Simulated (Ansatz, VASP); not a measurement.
**GaN in two plane-wave programs**

Wanted: the spread between two codes on one cell, functional and k mesh. The cell is taken from a series of runs on this material, whose earlier steps may have relaxed or scaled it; both programs get it as it stands.

Program: Ansatz 0.2.0. Level of theory: plane waves, with VASP 6.6.1 beside it; single point at PBE. Results are calculated unless marked as measured.

### Step 1. The structure

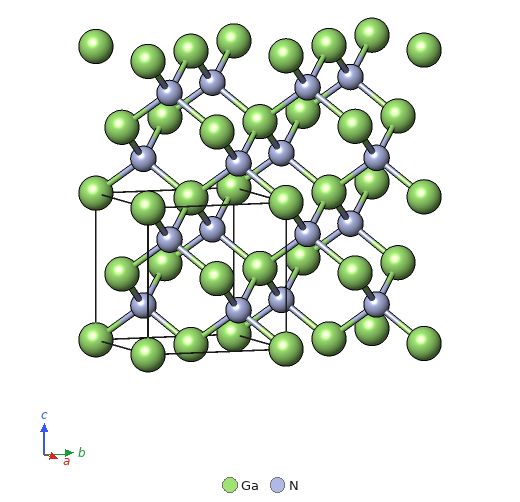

The starting structure, seen slightly off an axis (gallium green, nitrogen light blue). 1×2×2 cells are drawn. This picture shows the conventional cell, with its axes. Bonds to atoms that aren't drawn are left out. Some periodic images of atoms are drawn too.

Coordinates:

```
Ga N
1.0
     0.00000    2.25350    2.25350
     2.25350    0.00000    2.25350
     2.25350    2.25350    0.00000
Ga N
1 1
Direct
  0.00000 0.00000 0.00000
  0.75000 0.75000 0.75000
```

### Step 2. VASP: single point, PBE

A single point gives forces, pressure and levels at one fixed geometry, so differences don't come from the geometry; what else differs is listed under the comparison.

Lines of VASP's logs that name or quote its potential files are left out, and so is its time.

Contents of INCAR:

```
SYSTEM = GaN
PREC = Accurate
ENCUT = 1210
EDIFF = 1E-06
NELM = 100
ISMEAR = 0
SIGMA = 0.01
LREAL = .FALSE.
ALGO = Normal
GGA = PE
NBANDS = 15
LORBIT = 11
LWAVE = .FALSE.
LCHARG = .FALSE.
KPAR = 2
ISIF = 2
```

Contents of POSCAR:

```
GaN
1.0
    0.0000000000      2.2535006075      2.2535006075
    2.2535006075      0.0000000000      2.2535006075
    2.2535006075      2.2535006075      0.0000000000
Ga N
1 1
Direct
    0.0000000000      0.0000000000      0.0000000000
    0.7500000000      0.7500000000      0.7500000000
```

Contents of KPOINTS:

```
Automatic mesh
0
Gamma
6 6 6
0 0 0
```

PAW data sets: Ga_h and N_h (PBE family, release 64).

Started as:

```sh
$ mpirun -np 2 vasp_std
```

Numbers of over 12 decimals in the logs are rounded to 6 here.

Log:

```text
[banner, memory and clock lines left out]
running    2 mpi-ranks, on    1 nodes
 distrk:  each k-point on    1 cores,    2 groups
 distr:  one band on    1 cores,    1 groups

 POSCAR found type information on POSCAR GaN
 POSCAR found :  2 types and       2 ions
 LDA part: xc-table for (Slater+PW92), standard interpolation
 POSCAR, INCAR and KPOINTS ok, starting setup
 FFT: planning ... GRIDC
 FFT: planning ... GRID_SOFT
 FFT: planning ... GRID
 WAVECAR not read
 entering main loop
       N       E                     dE             d eps       ncg     rms          rms(c)
DAV:   1     0.171407673458E+03    0.17141E+03   -0.16036E+04   480   0.306E+03
DAV:   2     0.301547538925E+01   -0.16839E+03   -0.15645E+03   543   0.545E+02
DAV:   3    -0.136524697287E+02   -0.16668E+02   -0.16344E+02   557   0.134E+02
DAV:   4    -0.141382518547E+02   -0.48578E+00   -0.48499E+00   599   0.237E+01
DAV:   5    -0.141528998305E+02   -0.14648E-01   -0.14647E-01   628   0.417E+00    0.768E+00
DAV:   6    -0.121640024147E+02    0.19889E+01   -0.53720E+00   733   0.458E+01    0.220E+00
DAV:   7    -0.121598838066E+02    0.41186E-02   -0.27252E-01   536   0.854E+00    0.135E+00
DAV:   8    -0.121529169341E+02    0.69669E-02   -0.42286E-02   564   0.277E+00    0.244E-01
DAV:   9    -0.121518679191E+02    0.10490E-02   -0.46380E-03   742   0.183E+00    0.659E-02
DAV:  10    -0.121520820863E+02   -0.21417E-03   -0.53064E-04   536   0.308E-01    0.146E-02
DAV:  11    -0.121520809561E+02    0.11302E-05   -0.27806E-05   748   0.857E-02    0.530E-03
DAV:  12    -0.121520819381E+02   -0.98198E-06   -0.45632E-06   536   0.185E-02
   1 F= -.12152082E+02 E0= -.12152082E+02  d E =-.513410E-13
```

Parts of OUTCAR (step 2):

```text
ion  position               nearest neighbor table
   1  0.000  0.000  0.000-   2 1.95   2 1.95   2 1.95   2 1.95
   2  0.750  0.750  0.750-   1 1.95   1 1.95   1 1.95   1 1.95

  LATTYP: Found a face centered cubic cell.
 ALAT       =     4.5070012150

 Subroutine GETGRP returns: Found 24 space group operations
 (whereof 24 operations were pure point group operations)

The static configuration has the point symmetry T_d .

 Found     16 irreducible k-points:

   k-points           NKPTS =     16   k-points in BZ     NKDIM =     16   number of bands    NBANDS=     15

   dimension x,y,z NGX =    36 NGY =   36 NGZ =   36
   dimension x,y,z NGXF=    72 NGYF=   72 NGZF=   72

   ENCUT  = 1210.0 eV  88.93 Ry    9.43 a.u.   9.04  9.04  9.04*2*pi/ulx,y,z

   NELECT =      18.0000    total number of electrons

 k-points in reciprocal lattice and weights: Automatic mesh
   0.00000000  0.00000000  0.00000000       0.005
   0.16666667  0.00000000  0.00000000       0.037
   0.33333333  0.00000000  0.00000000       0.037
   0.50000000  0.00000000  0.00000000       0.019
   0.16666667  0.16666667  0.00000000       0.028
   0.33333333  0.16666667  0.00000000       0.111
   0.50000000  0.16666667  0.00000000       0.111
  -0.33333333  0.16666667  0.00000000       0.111
  -0.16666667  0.16666667  0.00000000       0.056
[...]
-0.33333333  0.33333333  0.16666667       0.111
  -0.33333333  0.50000000  0.16666667       0.056

 average (electrostatic) potential at core
       1-106.3062       2 -89.8003

 E-fermi :   6.8616

 k-point     1 :       0.0000    0.0000    0.0000
  band No.  band energies     occupation
    ...
      5      -6.3366      2.00000
      6      -6.3366      2.00000
      7       6.8156      2.00000
      8       6.8156      2.00000
      9       6.8156      2.00000
     10       8.5336      0.00000
     11      17.1116      0.00000
     12      17.1116      0.00000
     13      17.1116      0.00000
     14      24.4145      0.00000
    ...

 k-point     2 :       0.1667    0.0000    0.0000
  band No.  band energies     occupation
    ...
      5      -6.3379      2.00000
      6      -6.3379      2.00000
      7       4.5304      2.00000
      8       6.5435      2.00000
      9       6.5435      2.00000
     10      10.1434      0.00000
     11      16.0679      0.00000
     12      17.4673      0.00000
     13      17.4673      0.00000
     14      23.5766      0.00000
    ...

 k-point     3 :       0.3333    0.0000    0.0000
  band No.  band energies     occupation
    ...
      5      -6.3152      2.00000
      6      -5.8581      2.00000
      7       1.4518      2.00000
      8       6.0617      2.00000
      9       6.0617      2.00000
     10      11.2743      0.00000
     11      15.4472      0.00000
     12      17.4362      0.00000
     13      17.4362      0.00000
     14      22.4209      0.00000
    ...

  Total        0.7607207      0.7607207      0.7607207      0.0000000      0.0000000      0.0000000
  in kB       53.2516165     53.2516165     53.2516165      0.0000000      0.0000000      0.0000000
  external PRESSURE =      53.2516165 kB  Pullay stress =       0.0000000 kB

  energy-cutoff  :     1210.00
  volume of cell :       22.89
      direct lattice vectors                 reciprocal lattice vectors
     0.000000000  2.253500607  2.253500607    -0.221877020  0.221877020  0.221877020
     2.253500607  0.000000000  2.253500607     0.221877020 -0.221877020  0.221877020
     2.253500607  2.253500607  0.000000000     0.221877020  0.221877020 -0.221877020

 POSITION                                       TOTAL-FORCE (eV/Angst)
 -----------------------------------------------------------------------------------
      0.00000      0.00000      0.00000        -0.000000     -0.000000      0.000000
      3.38025      3.38025      3.38025         0.000000      0.000000     -0.000000
 -----------------------------------------------------------------------------------
    total drift:                               -0.000001     -0.000001     -0.000001

  FREE ENERGIE OF THE ION-ELECTRON SYSTEM (eV)
  ---------------------------------------------------
  free  energy   TOTEN  =       -12.1520819381 eV

  energy  without entropy=      -12.1520819381  energy(sigma->0) =      -12.15208194

 total charge
# of ion       s       p       d       tot
------------------------------------------
    1        0.458   0.439   9.800  10.697
    2        0.710   1.504   0.000   2.214
--------------------------------------------------
tot          1.169   1.943   9.800  12.911

[... 3 further parts left out ...]
```

The run ends at a pressure of 5.33 GPa.

### Step 3. Ansatz: single point, PBE

Ansatz runs on its default PAW (the set named soft_2) files.

The same cell, functional, mesh and smearing now go to Ansatz, which takes its cutoff from its data sets.

Contents of input.yaml:

```yaml
crystal:
  lattice:
    - [0.0, 2.2535006075, 2.2535006075]
    - [2.2535006075, 0.0, 2.2535006075]
    - [2.2535006075, 2.2535006075, 0.0]
  atoms:
    - { symbol: Ga, position: [0.0, 0.0, 0.0] }
    - { symbol: "N", position: [0.75, 0.75, 0.75] }
hamiltonian:
  xc: pbe
  pseudopotentials: { kind: paw }
kpoints:
  mp_grid: { grid: [6, 6, 6] }
  band_path:
    path:
      - [0.0, 0.0, 0.0]
      - [0.18182, 0.0, 0.18182]
      - [0.36364, 0.0, 0.36364]
      - [0.5, 0.0, 0.5]
      - [0.5, 0.09091, 0.59091]
      - [0.5, 0.18182, 0.68182]
      - [0.5, 0.25, 0.75]
      - [0.45455, 0.29545, 0.75]
      - [0.40909, 0.34091, 0.75]
      - [0.375, 0.375, 0.75]
      - [0.20455, 0.20455, 0.40909]
      - [0.06818, 0.06818, 0.13636]
      - [0.04545, 0.04545, 0.04545]
      - [0.22727, 0.22727, 0.22727]
      - [0.40909, 0.40909, 0.40909]
      - [0.51136, 0.47727, 0.51136]
      - [0.55682, 0.38636, 0.55682]
      - [0.60227, 0.29545, 0.60227]
      - [0.61364, 0.25, 0.63636]
      - [0.56818, 0.25, 0.68182]
      - [0.51136, 0.25, 0.73864]
      - [0.5, 0.29545, 0.70455]
      - [0.5, 0.38636, 0.61364]
      - [0.5, 0.47727, 0.52273]
      - [0.47727, 0.47727, 0.54545]
      - [0.43182, 0.43182, 0.63636]
      - [0.38636, 0.38636, 0.72727]
      - [0.60227, 0.20455, 0.60227]
      - [0.55682, 0.11364, 0.55682]
      - [0.5, 0.0, 0.5]
    npoints: 1
scf:
  occupations: { method: gaussian, width: 0.01 }
  n_extra_bands: 7
output:
  forces: true
  stress: true
  eigenvalues: true
```

Started as:

```sh
$ ansatz run input.yaml --threads 2 --pin off --max-ram 4608MiB --backend cpu --events-out ev --progress --plain --runs-dir out
```

Log:

```text
scf.n_extra_bands = 7 over 9 filled bands (N_el = 18.0): the run solves 16 bands
Engine: ansatz 0.2.0, x86_64-unknown-linux-gnu
Pseudopotentials: kind: paw
Pseudopotential: Ga, paw, valence charge 13, recommended cutoff 420 eV (normal), Ga.paw.azcp
Pseudopotential: N, paw, valence charge 5, recommended cutoff 420 eV (normal), N.paw.azcp
Functional definition: PBE
  parameter kappa = 0.804
  parameter beta = 0.066725
  exchange = pbe_x(kappa = kappa, mu = beta*pi^2/3)
  correlation = pbe_c(beta = beta)
Crystal: 2 atoms, lattice volume = 22.888 Å³
Basis set: ecut = 420 eV, 459 PW (Γ), exchange–correlation on 48×48×48 points (8 copies of the dense FFT grid, shifted against one another)
Bands: 16, of which v1, the nominal top of the filled ones, is band 9 counted from 1 (8 counted from 0)
Symmetry: 24 space group operations
Space group: F-43m (ITA 216), of the structure as read, at distance tolerance 2.8e-5 Å
k-points: 16 of 216 (time reversal used)
Non-local potential: Ga, projectors of the file, l = 0: 2, l = 1: 2, l = 2: 3, l = 3: 1
Non-local potential: N, projectors of the file, l = 0: 2, l = 1: 2, l = 2: 1
PAW form: soft (Blöchl's): semilocal exchange-correlation on the pseudo side does not see the compensation charge
PAW one-centre angular grid: Ga, 590 points (default); XC on 64 Gauss nodes
PAW one-centre angular grid: N, 110 points (default); XC on 64 Gauss nodes
Initial density: superposition of atomic densities (neutral atoms: chi_scale 0, normalization atom), corrected by the library's trained network
Initial wavefunctions: pseudopotential atomic-orbital guess
Functional: x = pbe(κ = 0.804, μ = 0.219515), c = pbe(β = 0.066725)
SCF iter   1: F=—  HF=-4167.893321 eV  |F-HF|=—  |Δ(HF+E_count)|=         —  Δρ=6.40e-4  dr2=3.00e-5  ethr=1.77e-3  ⟨swp⟩=4.9  Hψ=1297  notcnv=0
preconditioner: auto → none  [insulator: Δε(μ)=1.714 eV  Ē_g=22.890 eV  σ=0.010 eV  W_gap=1.00  n_scr=8 (ndim 8)  ℏωp=32.9 eV  f_vac=0.001  D(μ)=0.00/eV (n_scr^D=0)  ε∞_Penn≈3.1]
SCF iter   2: F=—  HF=-4167.893560 eV  |F-HF|=—  |Δ(HF+E_count)|=   2.39e-4  Δρ=3.23e-4  dr2=6.92e-6  ethr=1.67e-7  ⟨swp⟩=2.8  Hψ=613  notcnv=0  defer=36
SCF iter   3: F=—  HF=-4167.893603 eV  |F-HF|=—  |Δ(HF+E_count)|=   4.28e-5  Δρ=1.34e-4  dr2=1.26e-6  ethr=3.84e-8  ⟨swp⟩=2.0  Hψ=358  notcnv=0  defer=36
SCF iter   4: F=—  HF=-4167.893612 eV  |F-HF|=—  |Δ(HF+E_count)|=   8.74e-6  Δρ=2.29e-5  dr2=1.10e-7  ethr=7.00e-9  ⟨swp⟩=2.0  Hψ=362  notcnv=0  defer=36
iter 5 did not close the SCF: its close was put off for the readings that it lacked (scf_convergence_deferred on its scf_iter line)
SCF iter   5: F=-4167.893612 eV  HF=-4167.893612 eV  |F-HF|=5.80e-10  |Δ(HF+E_count)|=   7.75e-8  Δρ=9.43e-6  dr2=7.36e-9  ethr=6.09e-10  ⟨swp⟩=2.0  Hψ=362  notcnv=0  defer=36
SCF iter   6: F=-4167.893612 eV  HF=-4167.893612 eV  |F-HF|=6.37e-11  |Δ(HF+E_count)|=   1.07e-9  Δρ=9.51e-7  dr2=7.98e-11  ethr=4.09e-11  ⟨swp⟩=4.6  Hψ=1032  notcnv=0
SCF 1 converged in 6 iterations: F = -4167.893612 eV  dr2 = 7.98e-11
  greatest PAW one-centre occupation: 0.995 electrons in one spin orbital (limit 2), on the Ga atom at site 0 (counted from 0), in its partial waves of l = 2
NSCF: frozen V_eff on 30 k-points
SCF converged after 6 iterations
Free energy (F): -4167.893612 eV
Harris-Foulkes:  -4167.893612 eV  (|F-HF|=6.37e-11)
Internal energy: -4167.893612 eV  (E = F + TS)
E sigma→0 (E₀):  -4167.893612 eV
Fermi energy:    10.512304 eV
--- Per-component energies (eV) ---
  E_band       = -5.612785
  E_kinetic    = 247.156252
  E_local      = -1949.991920  (includes V_loc(G=0)·N_el)
  E_nonlocal   = 474.313310
  E_hartree    = 897.152496
  E_xc         = -128.812892
  E_vxc        = -134.155487  (∫ρ·V_xc dr)
  E_paw        = -2120.276043  (= ΣΔE_a)
  E_vpaw       = -437.239764  (= ΣTr[D̂ρ^β])
  E_aug_tail   = 0.000139  (compensation charges beyond the density's cutoff)
  E_ewald      = -1587.434954
  E_smearing   = -0.000000  (= −TS)
  E_closure    = -0.000000  (closes the sum)
  Σ components = -4167.893612   (vs F -4167.893612, Δ=0.00e0)
--- Forces (eV/Å), atoms counted from 1 ---
  atom   1  Ga    -0.00000000     0.00000000     0.00000000
  atom   2  N      0.00000000    -0.00000000    -0.00000000
  max |Σ_I F_I| component: 5.55e-17 eV/Å
--- Stress (GPa, compression-positive) ---
        4.986826       0.000000      -0.000000
       -0.000000       4.986826       0.000000
       -0.000000       0.000000       4.986826
  P = ⅓ Tr σ = 4.9868 GPa (49.868 kbar)
--- Band table (eV; the first three rows and the last of 16) ---
  k-point 0: bands = [... 5 lower, -3.5204, 9.6548, 9.6548, 9.6548, 11.3697, 19.9619, 19.9619, 19.9619, ... 3 higher]
  k-point 1: bands = [... 5 lower, -3.5218, 7.3698, 9.3839, 9.3839, 12.9815, 18.9169, 20.3164, 20.3164, ... 3 higher]
  k-point 2: bands = [... 5 lower, -3.0358, 4.2958, 8.9033, 8.9033, 14.1149, 18.2920, 20.2850, 20.2850, ... 3 higher]
  k-point 15: bands = [... 5 lower, -1.6127, 3.8235, 6.2244, 6.2263, 14.9505, 17.5611, 20.9577, 21.0055, ... 3 higher]
```

The column dr2 measures how far the density is from self-consistency, as an energy; F and HF (Harris–Foulkes) agree once it is small.

### Step 4. Side by side

Known differences besides the PAW data sets themselves: the cutoff is 420 eV in Ansatz and 1210 eV in VASP; VASP leaves aspherical gradient terms in its spheres out (LASPH is not set), Ansatz keeps them. Total energies have different zeros and are not compared.

Both answers:

```tsv
quantity	Ansatz	VASP	difference
pressure (GPa)	4.99	5.33	-0.34
gap on the k mesh (eV)	1.715	1.718	-0.003
```

Ansatz's pressure holds a Pulay correction of 0.52 GPa; VASP's holds none.

### Step 5. What came out

```yaml
difference_in_gap_on_the_k_mesh_single_point_pbe: -0.0031 eV
```

What this shows: The difference in gap on the k mesh is -0.0031 eV (single point, PBE), within the 0.08 eV picked in this series as the mark of a large difference. Differences of this kind measure data sets and numerical settings, not the functional's error against experiment.

[Lines on the potential files, build, host, timing and source positions are cut from VASP's logs without a mark.]

[Logs are printed without paths, hosts, clocks, repeated set-up lines and the standing remarks that a program may print on its own settings, such as how far it seeks lower states.]

[Hosts, paths, dates, database ids (printed as entryN), source tags and the programs' standing remarks are cut or masked in the printed files.]
